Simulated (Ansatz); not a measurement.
## MoS2 (1H sheet): Hubbard U and Hund's J by constrained RPA

How strongly is the local Coulomb interaction screened in MoS2 (1H sheet)?

Main program and level: Ansatz 0.2.0; non-magnetic PBEsol, then constrained RPA, plane waves, PAW.

**1. Set-up**

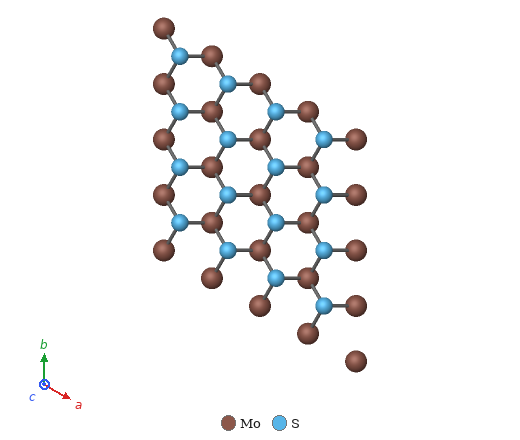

The cell as given, from above (molybdenum brown, sulfur blue). 4×4×1 cells are drawn. Bonds to atoms that aren't drawn are left out. Some periodic images of atoms are drawn too.

The cell holds 3 atoms: 1 Mo and 2 S. Cell: a = 3.140 Å, b = 3.140 Å, c = 30.263 Å, α = 90.0°, β = 90.0°, γ = 120.0°. Vacuum lies along c.

As a file:

```cif
data_structure
_symmetry_space_group_name_H-M 'P 1'
_symmetry_Int_Tables_number 1
_cell_length_a 3.1404
_cell_length_b 3.1404
_cell_length_c 30.2634
_cell_angle_alpha 90.000
_cell_angle_beta 90.000
_cell_angle_gamma 120.000
_cell_volume 258.48
loop_
_atom_site_label
_atom_site_type_symbol
_atom_site_fract_x
_atom_site_fract_y
_atom_site_fract_z
_atom_site_occupancy
Mo1 Mo 0.00000 0.00000 0.31240 1
S2 S 0.33333 0.66667 0.36389 1
S3 S 0.33333 0.66667 0.26091 1
```

The structure was relaxed with PBEsol. The structure was generated from a model, not taken from a measurement. The runs that relaxed it are not among those shown. The program's search for lower electronic states was switched off, so nothing shows that the state found is the lowest. The default PAW set here is soft_2. Its files were made with PBE. The Coulomb interaction is cut off across the vacuum.

**2. PBEsol bands and orbital weights**

This step: DFT, PBEsol, plane waves, PAW.

input.yaml

```yaml
crystal:
  lattice:
    - [-2.71969099, 1.57021433, 0.0]
    - [0.0, -3.14042865, 0.0]
    - [0.0, 0.0, 30.26341314]
  atoms:
    - { symbol: Mo, position: [0.0, 0.0, 0.3124002101] }
    - { symbol: S, position: [0.3333333333, 0.6666666667, 0.3638940654] }
    - { symbol: S, position: [0.3333333333, 0.6666666667, 0.2609063547] }
  periodic: [true, true, false]
kpoints:
  mp_grid: { grid: [12, 12, 1] }
  band_path:
    path:
      - [0.0, 0.0, 0.0]
      - [0.5, 0.0, 0.0]
      - [0.33333333, 0.33333333, 0.0]
      - [0.0, 0.0, 0.0]
    npoints: 10
hamiltonian:
  xc: pbesol
scf:
  occupations: { method: gaussian, width: 0.08 }
  n_extra_bands: 19
  max_iter: 150
  lower_state_search: "off"
output:
  eigenvalues: true
  forces: true
  stress: true
  fatbands: true
  write_density: true
  write_potential: true
  elf: true
  volumetric_format: npy
```

The run is started by

```console
$ ansatz run input.yaml --threads 4 --pin off --max-ram 14745MiB --backend cpu --events-out ev --progress --plain --runs-dir out
```

Numbers of over 12 decimals in the logs are rounded to 6 here.

The log of the run:

```text
scf.n_extra_bands = 19 over 13 filled bands (N_el = 26.0): the run solves 32 bands
Engine: ansatz 0.2.0, aarch64-unknown-linux-gnu
Pseudopotentials: kind: paw
Pseudopotential: Mo, paw, valence charge 14, recommended cutoff 420 eV (normal), Mo.paw.azcp
Pseudopotential: S, paw, valence charge 6, recommended cutoff 420 eV (normal), S.paw.azcp
Functional definition: PBEsol
  exchange = pbesol_x
  correlation = pbesol_c
Crystal: 3 atoms, lattice volume = 258.480 Å³
Basis set: ecut = 420 eV, 5009 PW (Γ), exchange–correlation on 48×48×432 points (8 copies of the dense FFT grid, shifted against one another)
Bands: 32, of which v1, the nominal top of the filled ones, is band 13 counted from 1 (12 counted from 0)
Symmetry: 12 space group operations
Space group: P-6m2 (ITA 187), of the structure as read, at distance tolerance 6.4e-5 Å
k-points: 19 of 144 (time reversal used)
Non-local potential: Mo, projectors of the file, l = 0: 3, l = 1: 2, l = 2: 2, l = 3: 1
Non-local potential: S, projectors of the file, l = 0: 2, l = 1: 2, l = 2: 2
PAW form: soft (Blöchl's): semilocal exchange-correlation on the pseudo side does not see the compensation charge
PAW frozen core: Mo, regenerated for the run's functional, and the local potential with it (the file was generated under x = pbe(κ = 0.804, μ = 0.219515), c = pbe(β = 0.066725))
PAW frozen core: S, regenerated for the run's functional, and the local potential with it (the file was generated under x = pbe(κ = 0.804, μ = 0.219515), c = pbe(β = 0.066725))
PAW one-centre angular grid: Mo, 590 points (default); XC on 64 Gauss nodes
PAW one-centre angular grid: S, 110 points (default); XC on 64 Gauss nodes
Initial density: superposition of atomic densities (neutral atoms: chi_scale 0, normalization atom), corrected by the library's trained network
Initial wavefunctions: pseudopotential atomic-orbital guess
Functional: x = pbesol(κ = 0.804, μ = 0.123457), c = pbesol(β = 0.046)
SCF iter   1: F=—  HF=-6670.139358 eV  |F-HF|=—  |Δ(HF+E_count)|=         —  Δρ=3.33e-3  dr2=3.78e-2  ethr=1.77e-3  ⟨swp⟩=12.5  Hψ=5508  notcnv=0  defer=135
preconditioner: auto → none  [insulator: Δε(μ)=1.804 eV  Ē_g=13.805 eV  σ=0.080 eV  W_gap=1.00  n_scr=16 (ndim 8)  ℏωp=9.8 eV  f_vac=0.767  D(μ)=0.00/eV (n_scr^D=0)  ε∞_Penn≈1.5]
SCF iter   2: F=—  HF=-6670.160901 eV  |F-HF|=—  |Δ(HF+E_count)|=   2.15e-2  Δρ=4.39e-3  dr2=1.52e-1  ethr=1.45e-4  ⟨swp⟩=3.5  Hψ=1171  notcnv=0  defer=269
SCF iter   3: F=—  HF=-6670.140897 eV  |F-HF|=—  |Δ(HF+E_count)|=   2.00e-2  Δρ=1.32e-3  dr2=5.31e-3  ethr=1.45e-4  ⟨swp⟩=2.6  Hψ=579  notcnv=0  defer=269
SCF iter   4: F=—  HF=-6670.142058 eV  |F-HF|=—  |Δ(HF+E_count)|=   1.16e-3  Δρ=3.33e-4  dr2=1.00e-4  ethr=2.04e-5  ⟨swp⟩=3.1  Hψ=709  notcnv=0  defer=270
SCF iter   5: F=—  HF=-6670.142201 eV  |F-HF|=—  |Δ(HF+E_count)|=   1.42e-4  Δρ=7.82e-5  dr2=2.21e-5  ethr=3.85e-7  ⟨swp⟩=3.9  Hψ=855  notcnv=0  defer=270
SCF iter   6: F=—  HF=-6670.142174 eV  |F-HF|=—  |Δ(HF+E_count)|=   2.65e-5  Δρ=1.38e-5  dr2=5.25e-7  ethr=8.48e-8  ⟨swp⟩=2.7  Hψ=772  notcnv=0  defer=284
SCF iter   7: F=-6670.142174 eV  HF=-6670.142174 eV  |F-HF|=4.27e-8  |Δ(HF+E_count)|=   5.36e-8  Δρ=3.62e-6  dr2=1.42e-8  ethr=3.85e-10  ⟨swp⟩=33.3  Hψ=8667  notcnv=0
SCF 1 converged in 7 iterations: F = -6670.142174 eV  dr2 = 1.42e-8
  greatest PAW one-centre occupation: 0.999 electrons in one spin orbital (limit 2), on the Mo atom at site 0 (counted from 0), in its partial waves of l = 0
NSCF: frozen V_eff on 31 k-points
SCF converged after 7 iterations
Free energy (F): -6670.142174 eV
Harris-Foulkes:  -6670.142174 eV  (|F-HF|=4.27e-8)
Internal energy: -6670.142174 eV  (E = F + TS)
E sigma→0 (E₀):  -6670.142174 eV
Fermi energy:    -5.065056 eV
--- Per-component energies (eV) ---
  E_band       = -576.732792
  E_kinetic    = 656.645246
  E_local      = -45767.169769  (includes V_loc(G=0)·N_el)
  E_nonlocal   = 201.397686
  E_hartree    = 22445.832666
  E_xc         = -375.680307
  E_vxc        = -404.538083  (∫ρ·V_xc dr)
  E_paw        = -4311.919926  (= ΣΔE_a)
  E_vpaw       = -154.739668  (= ΣTr[D̂ρ^β])
  E_aug_tail   = 0.000032  (compensation charges beyond the density's cutoff)
  E_ewald      = 20480.419000
  E_core_change = 0.333198  (= ΣΔE_core)
  E_smearing   = -0.000000  (= −TS)
  E_closure    = -0.000000  (closes the sum)
  Σ components = -6670.142174   (vs F -6670.142174, Δ=0.00e0)
--- Forces (eV/Å), atoms counted from 1 ---
  atom   1  Mo     0.00000000     0.00000000     0.00000000
  atom   2  S     -0.00000000     0.00000000     0.00068589
  atom   3  S     -0.00000000     0.00000000    -0.00068589
  max |Σ_I F_I| component: 5.44e-17 eV/Å
--- 2D stress c σ (N/m, compression-positive) ---
        0.006130       0.000000       0.000000
        0.000000       0.006130       0.000000
        0.000000       0.000000       0.000000
  P = ½ c Tr σ = 0.0061 N/m
--- Band table (eV; the first three rows and the last of 19) ---
  k-point 0: bands = [... 9 lower, -7.8161, -7.4267, -7.4267, -6.0405, -3.0711, -3.0711, -2.7944, -2.7944, ... 15 higher]
  k-point 1: bands = [... 9 lower, -8.2928, -7.5996, -7.1149, -6.0834, -3.2185, -3.1066, -2.9200, -2.8814, ... 15 higher]
  k-point 2: bands = [... 9 lower, -8.1507, -8.0051, -7.0301, -6.3010, -3.6039, -3.2852, -3.2089, -2.4502, ... 15 higher]
  k-point 18: bands = [... 9 lower, -9.5308, -8.9140, -8.1439, -5.9684, -4.1617, -2.9125, -2.2530, -0.8385, ... 15 higher]
  ° read free of the cell's end (the report's vacuum.weakly_bound_levels)
```

Wall time 14 s (4 threads of Arm Neoverse V1, shared host); peak memory 0.62 GiB; 54 s of CPU time.

In the SCF lines HF is the Harris–Foulkes energy and dr2 the Hartree energy of the density residual, in eV; the loop may stop once dr2 is under the threshold and the program's other checks hold. Hψ counts applications of the Hamiltonian.

This step gave:

```yaml
filled_bands: 13
gap: 1.807 eV
valence_top_at: K
conduction_bottom_at: K
least_direct_gap: 1.807 eV
```

The gap is direct, at (0.333, 0.333, 0.000).

Electronic bands along the path, in eV, zero at the Fermi level:

```tsv
point	band 10	band 11	band 12	band 13	band 14	band 15	band 16	band 17
Γ	-2.75	-2.36	-2.36	-0.98	1.99	1.99	2.27	2.27
M	-4.10	-2.81	-1.78	-1.56	1.50	2.01	3.04	3.58
K	-4.47	-3.85	-3.08	-0.90	0.90	2.15	2.81	4.23
Γ	-2.75	-2.36	-2.36	-0.98	1.99	1.99	2.27	2.27
```

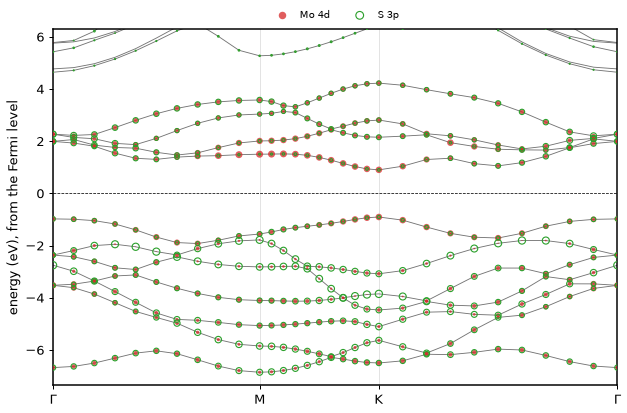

Electronic bands along the path; dots are coloured as in the legend, and their area grows with the weight.

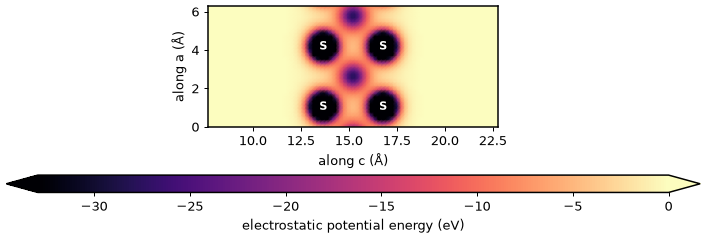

Electrostatic potential energy in the ca plane at fractional y = 0.667, with atoms of S within 0.2 Å of it. With pseudopotentials it is smooth inside the atoms' cores, unlike the true potential. The far vacuum is left out of the map.

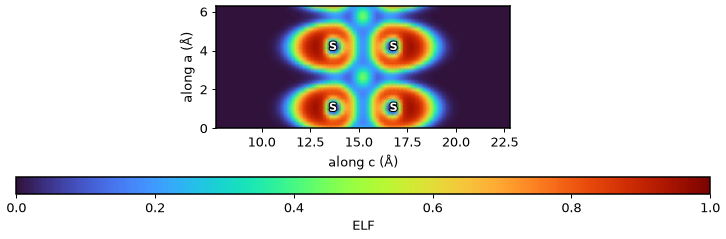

ELF in the ca plane at fractional y = 0.667, with atoms of S within 0.2 Å of it. It is the smooth field of the valence electrons, not physical close to the nuclei. The far vacuum is left out of the map.

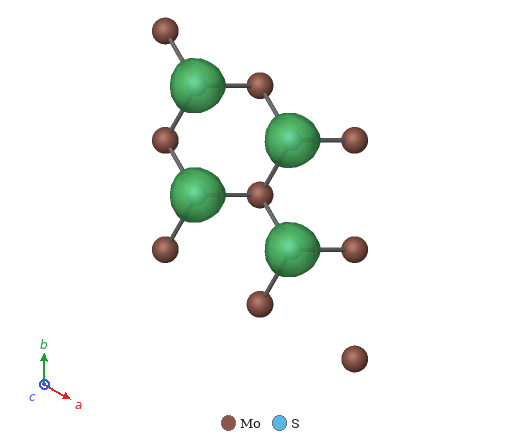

Surface of ELF = 0.85. 2×2×1 cells are drawn. Bonds to atoms that aren't drawn are left out.

**3. Constrained RPA: Mo d, bands v1 to c4, 6×6×1 mesh, medium accuracy**

Constrained RPA screens the interaction with every transition except those inside the target bands, which a later many-body model would treat itself.

This step: constrained RPA on PBEsol, plane waves, PAW.

input.yaml, the sections that differ from step 2:

```yaml
kpoints:
  mp_grid: { grid: [12, 12, 1] }
output:
  crpa:
    kmesh: [6, 6, 1]
    target_bands: [v1, c4]
    projections: [{ species: Mo, l: d, shell: 4 }]
  local_orbitals:
    kmesh: [12, 12, 1]
    orbitals: [{ species: Mo, l: d, shell: 4 }]
    window: { bands: [v1, c4] }
    seedname: lo
# crystal, hamiltonian, scf: as in step 2
```

The log of the run:

```text
[...]
Crystal: 3 atoms, lattice volume = 258.480 Å³
Basis set: ecut = 420 eV, 5009 PW (Γ)
Bands: 32, of which v1, the nominal top of the filled ones, is band 13 counted from 1 (12 counted from 0)
Symmetry: 12 space group operations
[...]
k-points: 19 of 144 (time reversal used)
[...]
SCF iter   1: F=—  HF=-6670.139530 eV  |F-HF|=—  |Δ(HF+E_count)|=         —  Δρ=3.33e-3  dr2=3.78e-2  ethr=1.77e-3  ⟨swp⟩=12.4  Hψ=5475  notcnv=0  defer=137
[...]
SCF iter   7: F=-6670.142298 eV  HF=-6670.142298 eV  |F-HF|=1.83e-8  |Δ(HF+E_count)|=   6.07e-9  Δρ=3.59e-6  dr2=1.21e-8  ethr=3.85e-10  ⟨swp⟩=21.8  Hψ=6127  notcnv=0
SCF 1 converged in 7 iterations: F = -6670.142298 eV  dr2 = 1.21e-8
[...]
NSCF: frozen V_eff on 22 k-points
[...]
cRPA screening: q 1/36
cRPA screening: q 2/36
cRPA screening: q 8/36 (q-point 3)
cRPA screening: q 14/36 (q-point 4)
cRPA screening: q 17/36 (q-point 8)
cRPA screening: q 23/36 (q-point 9)
cRPA screening: q 35/36 (q-point 15)
SCF converged after 7 iterations
Free energy (F): -6670.142298 eV
[...]
Internal energy: -6670.142298 eV  (E = F + TS)
E sigma→0 (E₀):  -6670.142298 eV
Fermi energy:    -5.065014 eV
[...]
--- Band table (eV; the first three rows and the last of 19) ---
  k-point 0: bands = [... 9 lower, -7.8160, -7.4267, -7.4267, -6.0405, -3.0711, -3.0711, -2.7944, -2.7944, ... 15 higher]
  k-point 1: bands = [... 9 lower, -8.2928, -7.5996, -7.1148, -6.0834, -3.2185, -3.1065, -2.9199, -2.8814, ... 15 higher]
  k-point 2: bands = [... 9 lower, -8.1507, -8.0050, -7.0301, -6.3009, -3.6038, -3.2852, -3.2088, -2.4502, ... 15 higher]
  k-point 18: bands = [... 9 lower, -9.5307, -8.9139, -8.1439, -5.9683, -4.1617, -2.9125, -2.2530, -0.8385, ... 15 higher]
  ° read free of the cell's end (the report's vacuum.weakly_bound_levels)
  °? not known for the slab's own: over its row's bound_up_to_ev there, or no deeper under its free states than its continued_xc_part_ev in size
--- cRPA (band scheme, projected local orbitals): target bands 13..17 (1-based), 5 Wannier function(s), 6×6×1 mesh, 34 bands' worth read of 39 solved, ecut_chi 136.0 eV, v(q+G=0) probe_charge, pair densities all_electron ---
  χ-basis size per q: N_G = 855..969
  window electrons = 2.0000, filled by tetrahedron_uncorrected; constrained ε̄⁻¹(q = 0, 0) head = 0.591154; min gauge Gram eig = 0.3038
  Kanamori averages over each shell's own Wannier functions (sites counted from 0, functions from 1):
    Site 0, 4D, 5 of 5 d orbitals (Wannier functions 1, 2, 3, 4, 5; wannier90's mr 1, 2, 3, 4, 5):
      screened: U = 2.4547 eV, U' = 2.0825 eV, J = 0.1816 eV
      screened d-shell averages: U_bar = F0 = 2.1569 eV, J_bar = 0.2560 eV
      screened, to within: U = 4.4e-3 eV, U' = 4.4e-3 eV, J = 2.7e-4 eV
      screened d-shell averages, to within: U_bar = 3.9e-3 eV, J_bar = 3.9e-4 eV
      bare: V = 8.8318 eV, V' = 8.2341 eV, J = 0.2815 eV
      bare d-shell averages: V_bar = F0 = 8.3536 eV, J_bar = 0.4010 eV
  Hermiticity witness max|P − P†| over intra, direct and exchange elements: 7.11e-15 eV (screened), 8.88e-16 eV (bare)
  Reality witness max|Im| over intra, direct and exchange elements: 2.67e-10 eV (screened), 5.00e-12 eV (bare)
```

Wall time 2 min (4 threads); peak memory 1.6 GiB.

Numbers from this step:

* U: 2.455 eV
* U prime (inter-orbital): 2.082 eV
* J: 0.1816 eV
* bare V: 8.832 eV
* bare J: 0.2815 eV
* stated bound on U: 0.004302 eV
* U over bare V: 0.2779
* electrons in the window: 2
* head of the constrained inverse dielectric matrix: 0.5912
* least eigenvalue of the projection's overlap: 0.3038
* target functions: 5
* bands in the sums: 34
* r.m.s. miss of the model bands: 0.006259 eV
* width of the target bands: 6.156 eV
* weight of the projected orbitals in the window: 0.5525

On the Mo d shell, screening brings the on-site interaction from 8.8 eV down to U = 2.45 eV.

Kanamori averages over each shell's functions. Crpa shells, by row:

```tsv
site	element	shell	orbitals	U (eV)	U' (eV)	J (eV)	bare V (eV)	bare V' (eV)	bare J (eV)	bound on U (eV)
1	Mo	4D	5	2.455	2.082	0.1816	8.832	8.234	0.2815	0.004302
```

Density-density elements U_iijj, eV. U matrix, by row:

```tsv
orbital	Mo1 dz2	Mo1 dxz	Mo1 dyz	Mo1 dx2-y2	Mo1 dxy
Mo1 dz2	2.701	2.172	2.172	2.108	2.108
Mo1 dxz	2.172	2.358	1.987	2.026	2.038
Mo1 dyz	2.172	1.987	2.358	2.038	2.026
Mo1 dx2-y2	2.108	2.026	2.038	2.428	2.151
Mo1 dxy	2.108	2.038	2.026	2.151	2.428
```

Exchange elements U_ijji, eV. J matrix, by row:

```tsv
orbital	Mo1 dz2	Mo1 dxz	Mo1 dyz	Mo1 dx2-y2	Mo1 dxy
Mo1 dz2	-	0.14	0.14	0.238	0.238
Mo1 dxz	0.14	-	0.185	0.19	0.177
Mo1 dyz	0.14	0.185	-	0.177	0.19
Mo1 dx2-y2	0.238	0.19	0.177	-	0.139
Mo1 dxy	0.238	0.177	0.19	0.139	-
```

Projected local orbitals of the target window. Electronic bands along the path, in eV, zero at the Fermi level; v1 is the highest filled band, c1 the lowest empty one:

```tsv
point	v1	c1	c2	c3	c4
Γ	-0.98	1.99	1.99	2.27	2.27
M	-1.56	1.50	2.01	3.04	3.58
K	-0.90	0.90	2.15	2.81	4.23
Γ	-0.98	1.99	1.99	2.27	2.27
```

The same for Kohn-Sham, solved directly:

```tsv
point	v1	c1	c2	c3	c4
Γ	-0.98	1.99	1.99	2.27	2.27
M	-1.56	1.50	2.01	3.04	3.58
K	-0.90	0.90	2.15	2.81	4.23
Γ	-0.98	1.99	1.99	2.27	2.27
```

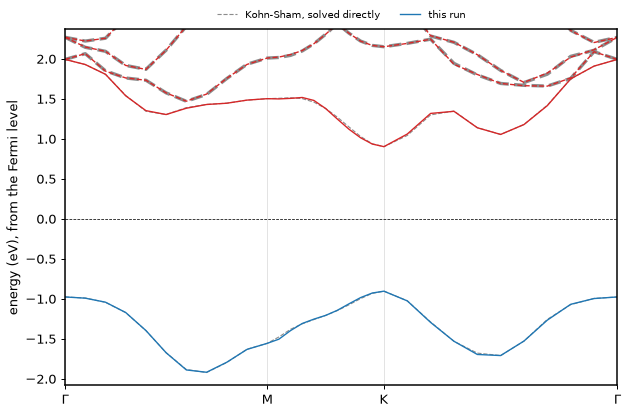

Electronic bands along the path; lines of filled and empty bands in two colours; dashed: Kohn-Sham, solved directly.

Onsite levels, by row:

```tsv
orbital	level less Fermi level (eV)
Mo1 dz2	0.1907
Mo1 dxz	2.848
Mo1 dyz	2.848
Mo1 dx2-y2	0.8146
Mo1 dxy	0.8146
```

Largest distinct elements between sites. Hoppings, by row:

```tsv
from	to	cell	distance (Å)	t (eV)
Mo1 dz2	Mo1 dxy	1 1 0	3.14	0.5412
Mo1 dx2-y2	Mo1 dxy	1 1 0	3.14	-0.5232
Mo1 dx2-y2	Mo1 dz2	1 1 0	3.14	0.5216
Mo1 dx2-y2	Mo1 dz2	0 1 0	3.14	-0.4159
Mo1 dxy	Mo1 dz2	0 -1 0	3.14	0.3621
Mo1 dxy	Mo1 dx2-y2	0 -1 0	3.14	0.3576
Mo1 dxy	Mo1 dxy	0 -1 0	3.14	0.3072
Mo1 dxz	Mo1 dyz	-2 0 0	6.281	-0.2811
Mo1 dz2	Mo1 dz2	-1 0 0	3.14	-0.2405
Mo1 dx2-y2	Mo1 dx2-y2	-1 0 0	3.14	0.2116
Mo1 dyz	Mo1 dyz	0 1 0	3.14	-0.1948
Mo1 dxy	Mo1 dx2-y2	1 0 0	3.14	-0.192
```

[end of part 1 of 2]

[Paths, hosts, dates, memory and timing lines, banners, echoed tables and standing remarks are left out of the program output.]

[Logs are printed without paths, hosts, clocks, repeated set-up lines and the standing remarks that a program may print on its own settings, such as how far it seeks lower states.]

[Runs of the session that timed out or met a known fault of the program may be left out.]

[Hosts, paths, dates, database ids (printed as entryN), source tags and the programs' standing remarks are cut or masked in the printed files.]
